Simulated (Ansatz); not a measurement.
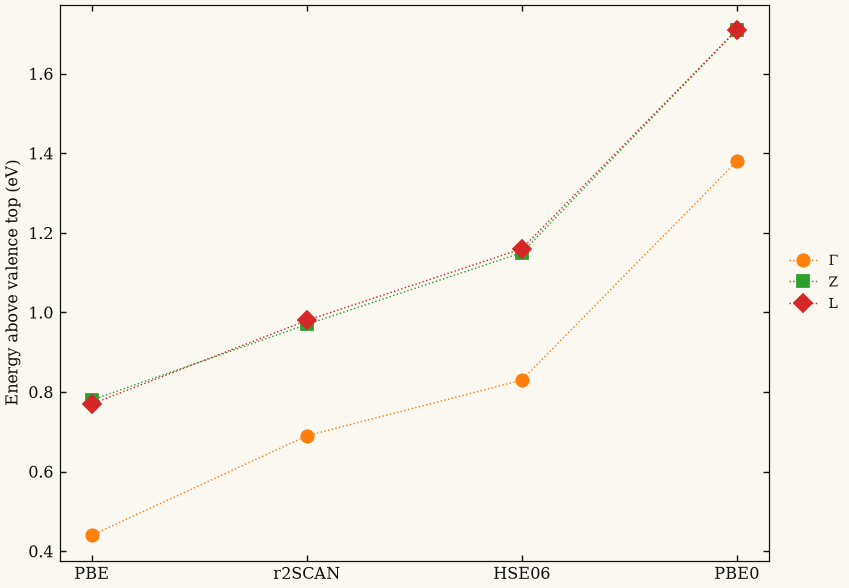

Lowest conduction level at each named k point, counted from the valence-band top at Γ, by several methods on one cell of Bi$_{2}$Te$_{3}$, space group R-3m, 5 atoms in the primitive cell, relaxed with r2SCAN+rVV10; a = 4.392 Å, c = 31.353 Å (hexagonal axes). All runs are without spin-orbit coupling and carry no moments. In reduced coordinates of the cell that was run, Z is (0.5, 0.5, 0.5) and L is (0.5, 0, 0).

Does HSE06 shift these levels rigidly from PBE?

The shifts are +0.39 eV at Γ, +0.37 eV at Z and +0.39 eV at L, and at points that aren't plotted +0.37 eV (F), +0.41 eV (B) and +0.41 eV (Q): over the named points that both runs hold, a spread of 0.04 eV on a mean of 0.39 eV, so one shift describes them well.

How do the methods rank at Γ?

From low to high: PBE 0.44, r2SCAN 0.69, HSE06 0.83, PBE0 1.38 eV.

Do the methods agree on which of these conduction levels is lowest?

Yes: all put it at Γ.

| method | program | Γ (eV) | Z (eV) | L (eV) |
| --- | --- | --- | --- | --- |
| PBE | Ansatz | 0.44 | 0.78 | 0.77 |
| r2SCAN | Ansatz | 0.69 | 0.97 | 0.98 |
| HSE06 | Ansatz | 0.83 | 1.15 | 1.16 |
| PBE0 | Ansatz | 1.38 | 1.71 | 1.71 |

Settings. PBE: Ansatz PAW set, 8×8×8 k mesh, 420 eV cutoff, Fermi-Dirac smearing of 0.02 eV (Ansatz 0.2.0). r2SCAN: Ansatz PAW set, 8×8×8 k mesh, 500 eV cutoff, fixed occupations (Ansatz 0.2.0). HSE06: Ansatz PAW set, 4×4×4 k mesh, 420 eV cutoff, fixed occupations (Ansatz). PBE0: Ansatz PAW set, 4×4×4 k mesh, 420 eV cutoff, fixed occupations (Ansatz).

With spin-orbit coupling the bands at Γ invert, which makes this a topological insulator. Spin-orbit coupling is left out, which matters for Bi and Te. r2SCAN, HSE06 and PBE0: the PAW data sets were made with another functional. HSE06 and PBE0: the k mesh is thin for exact exchange. In reduced coordinates of the cell that was run, F is (0.5, 0.5, 0), B is (0.824, 0.5, 0.176) and Q is (0.662, 0.338, 0).
